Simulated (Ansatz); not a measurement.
C$_{12}$H: single-point calculation (part 2 of 2)

C$_{12}$H (slab, 26 atoms in the cell); DFT PBE, scalar-relativistic, plane waves, PAW, PAW set soft_1, no spin polarisation (Ansatz 0.2.0); cutoff 420 eV, 5×5×1 k-mesh, Gaussian smearing of 0.05 eV. The structure derives from an entry of the Crystallography Open Database.

### Output, continued
```
--- Forces (eV/Å), atoms counted from 1 ---
  atom   1  C      0.00000000    -0.00414953     2.23730999
  atom   2  C      0.00000000     0.00276761     2.24296050
  atom   3  C      0.00000000     0.01931444     2.18511502
  atom   4  C      0.00000000    -0.01850806     2.18225374
  atom   5  C      0.00000000     0.00621081    -2.63493302
  atom   6  C      0.00000000    -0.00351826    -2.61855706
  atom   7  C      0.00000000    -0.01683794    -2.46310866
  atom   8  C      0.00000000     0.01124959    -2.50052905
  atom   9  C      0.04607351     0.01053803     0.30941378
  atom  10  C      0.12119213    -0.00610317     0.30945887
  atom  11  C     -0.04607351     0.01053803     0.30941378
  atom  12  C     -0.12119213    -0.00610317     0.30945887
  atom  13  C      0.19577376     0.02684993     0.04060786
  atom  14  C      0.13431090    -0.03596971     0.06021451
  atom  15  C     -0.19577376     0.02684993     0.04060786
  atom  16  C     -0.13431090    -0.03596971     0.06021451
  atom  17  C      0.00000000    -0.10708055     0.46995293
  atom  18  C      0.00000000     0.18132530     0.28768865
  atom  19  C      0.00000000     0.03988767    -0.23252820
  atom  20  C      0.00000000    -0.04603422     0.00955122
  atom  21  C      0.00000000    -0.03822705    -0.02408693
  atom  22  C      0.00000000     0.09608943    -0.80813585
  atom  23  C      0.00000000     0.11080854    -0.09170060
  atom  24  C      0.00000000    -0.07828913     0.00361506
  atom  25  H     -0.41933805    -0.07281899     0.15787308
  atom  26  H      0.41933805    -0.07281899     0.15787308
  max |Σ_I F_I| component: 3.93e-6 eV/Å
--- Band table (eV; the first three rows and the last of 9) ---
  k-point 0: bands = ["-22.7688", "-20.1062", "-18.6056", "-18.5597", "-18.4627", "-18.3330", "-17.0148", "-16.2041", "-15.4562", "-15.0714", "-14.6046", "-14.5579", "-14.5537", "-14.1879", "-13.8688", "-13.1832", "-12.3608", "-12.2256", "-12.1181", "-11.9995", "-11.5095", "-9.5687", "-9.5092", "-9.2775", "-8.9571", "-8.6702", "-8.6008", "-7.9854", "-7.5434", "-7.5159", "-7.3253", "-7.1022", "-6.2567", "-5.9276", "-5.6513", "-5.3779", "-4.9918", "-4.9728", "-4.8037", "-4.1958", "-3.8791", "-3.4833", "-3.4429", "-3.3542", "-3.2943", "-3.1622", "-2.6930", "-2.2879", "-2.1757", "-2.0281", "-1.8506", "-1.5158", "-1.0700", "0.6391", "1.8480", "2.3568", "2.5846", "2.7551", "2.8002", "4.1054", "4.2805", "5.0467", "5.0767", "5.1825", "5.3520", "5.6642", "5.7076", "5.8237", "5.9038", "6.0574", "6.1524", "6.1888", "6.3473", "6.5281", "6.6232"]
  k-point 1: bands = ["-22.5874", "-19.9412", "-19.9321", "-18.4362", "-18.1630", "-17.7992", "-16.8552", "-16.0361", "-15.9603", "-15.6971", "-15.6491", "-14.5915", "-13.7189", "-13.6288", "-13.4539", "-13.2144", "-12.3015", "-12.0798", "-11.5263", "-11.3687", "-10.3206", "-10.2709", "-9.5598", "-9.1582", "-8.7956", "-8.7527", "-8.6784", "-8.4610", "-8.0136", "-7.5089", "-7.3996", "-6.8425", "-6.3503", "-6.2212", "-6.1905", "-6.0078", "-5.5918", "-4.9630", "-4.9030", "-4.4744", "-4.2498", "-4.0682", "-3.5801", "-3.3690", "-3.0945", "-2.7685", "-2.5514", "-2.3853", "-2.0984", "-1.9361", "-1.8577", "-1.5862", "-1.1353", "0.7813", "1.8099", "2.3094", "2.7115", "3.1184", "3.4350", "4.2950", "4.8668", "5.0757", "5.0791", "5.3186", "5.3288", "5.5020", "5.9206", "5.9433", "6.2890", "6.3419", "6.3892", "6.4455", "6.5295", "6.7582", "6.8582"]
  k-point 2: bands = ["-22.0459", "-21.1540", "-19.4253", "-18.6187", "-17.9306", "-17.6537", "-17.0979", "-16.8178", "-16.3795", "-15.6039", "-15.5305", "-14.7084", "-13.9718", "-13.3045", "-12.8353", "-12.1819", "-11.6690", "-11.5140", "-11.1508", "-10.4428", "-9.8094", "-9.7009", "-9.4003", "-9.2117", "-9.0257", "-9.0003", "-8.8537", "-8.5648", "-8.3123", "-7.9428", "-7.7728", "-7.5402", "-6.9835", "-6.9370", "-6.5210", "-6.3592", "-6.3460", "-5.8511", "-5.6257", "-4.6796", "-4.4608", "-3.6823", "-3.2020", "-3.1424", "-2.9472", "-2.7930", "-2.5332", "-2.4273", "-2.1707", "-2.0445", "-1.7521", "-1.6610", "-1.4895", "1.1737", "1.6555", "2.2232", "2.4707", "3.8667", "4.5988", "4.7422", "4.8647", "5.1505", "5.4902", "5.6646", "5.7032", "5.8206", "6.0862", "6.1366", "6.1618", "6.2261", "6.6069", "6.7127", "6.8584", "6.8956", "7.0114"]
  k-point 8: bands = ["-21.3300", "-20.4514", "-20.4406", "-19.5722", "-18.7678", "-17.9905", "-17.9659", "-17.2015", "-15.2401", "-15.1707", "-14.4492", "-14.3728", "-13.3761", "-12.7231", "-11.7361", "-11.5874", "-11.5279", "-11.0440", "-10.9294", "-10.3050", "-9.9970", "-9.8375", "-9.6771", "-9.4707", "-9.2628", "-9.1522", "-8.7728", "-8.5733", "-8.3438", "-8.1940", "-8.1049", "-7.9072", "-7.4348", "-7.0565", "-6.8537", "-6.7264", "-6.5966", "-6.3335", "-6.1183", "-5.9606", "-5.7054", "-3.1061", "-3.0681", "-3.0063", "-2.9137", "-2.8351", "-2.6335", "-2.4191", "-2.1094", "-1.4132", "-0.8039", "-0.6897", "-0.6298", "-0.2491", "0.0052", "0.4444", "0.4567", "4.6367", "4.8250", "5.0748", "5.6130", "5.6438", "5.7467", "6.5145", "6.6520", "6.6886", "7.0645", "7.0953", "7.1417", "7.2182", "7.2926", "7.3980", "7.5094", "7.6996", "7.7145"]
```

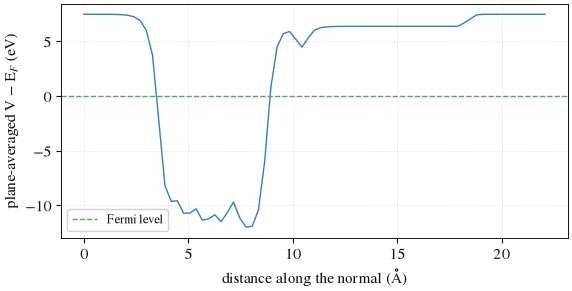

*Plane average of the electrostatic potential energy of an electron across the cell, from the Fermi level.*

The vacuum level lies 6.38 eV above the Fermi level on the upper side and 7.49 eV on the lower.

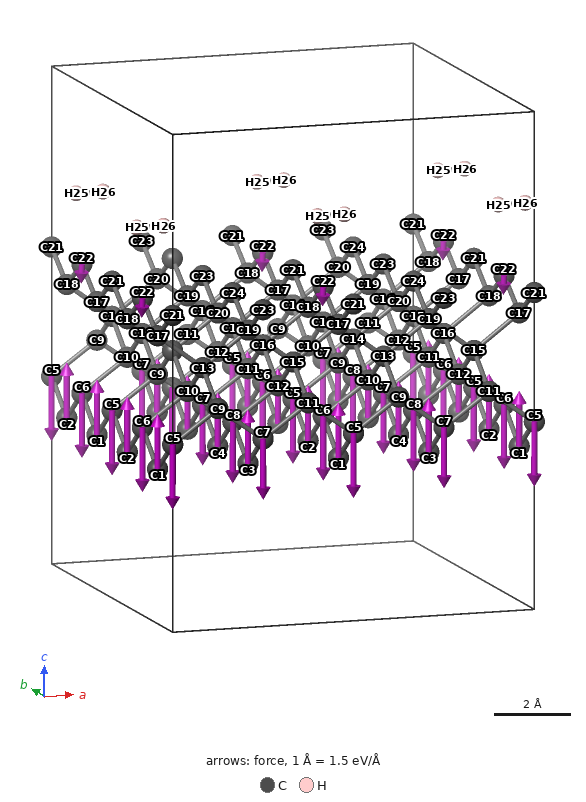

*Forces on the atoms as pink arrows (ball-and-stick view of the 2 × 2 repeat of the cell, with the vacuum cut short, seen slightly off an axis; atoms are numbered from 1 in the order of the input); the smallest are left out.*

The largest act on C5 (2.63 eV/Å); C6 (2.62 eV/Å); C8 (2.50 eV/Å); C7 (2.46 eV/Å), among others. The geometry is not a stationary point of this energy.

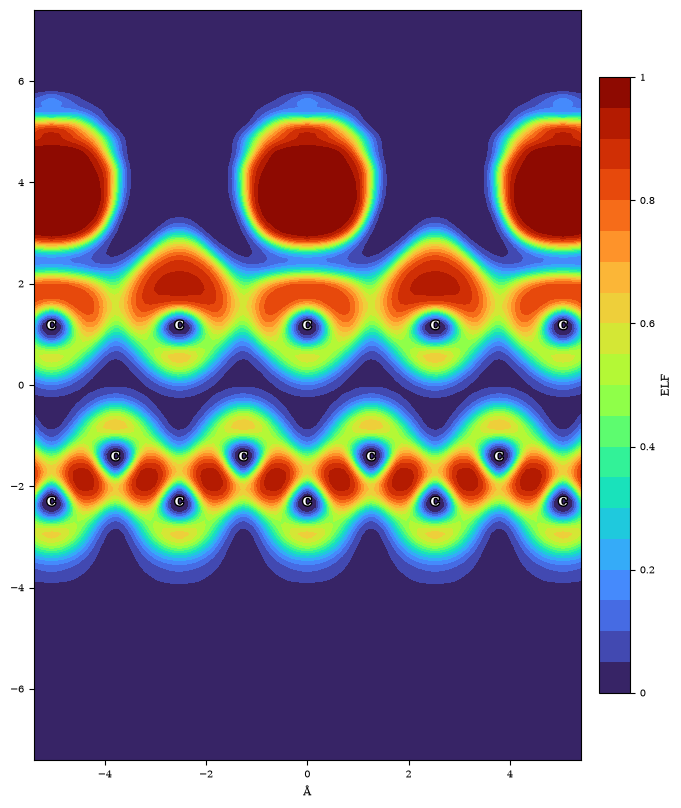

*Electron localisation function on the (010) plane of the calculation cell, a cut from vacuum to vacuum.*

C–C (1.55 Å): the ELF peaks at about 0.95 between the atoms, which marks a covalent bond. Core electrons are frozen (PAW), so the fields are smoothed inside the atomic spheres.

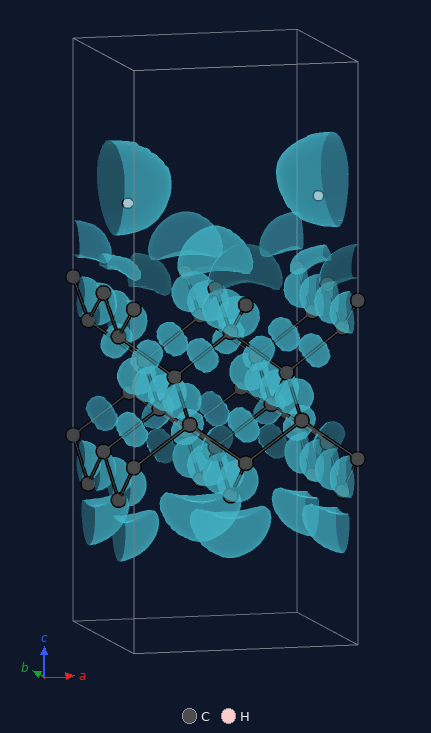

*Isosurface of the electron localisation function at 0.8 (cyan), seen slightly off an axis. Core shells and regions of very low density are left out. Sticks mark near contacts.*

### Summary

- outcome: converged
- electrons treated: 98
- free energy: −6023.7667 eV
- work function, top face: 6.38 eV
- work function, bottom face: 7.49 eV
- Fermi energy: −1.964 eV
- gap on the k-point mesh: none (metallic)
- work function (upper face): 6.38 eV
- largest force (length of the vector): 2.635 eV/Å
- wall time: 65 s (CPU time 2.1 min)
- peak memory: 0.89 GiB

The program warns: the exchange-correlation potential is rough where the density is thin.
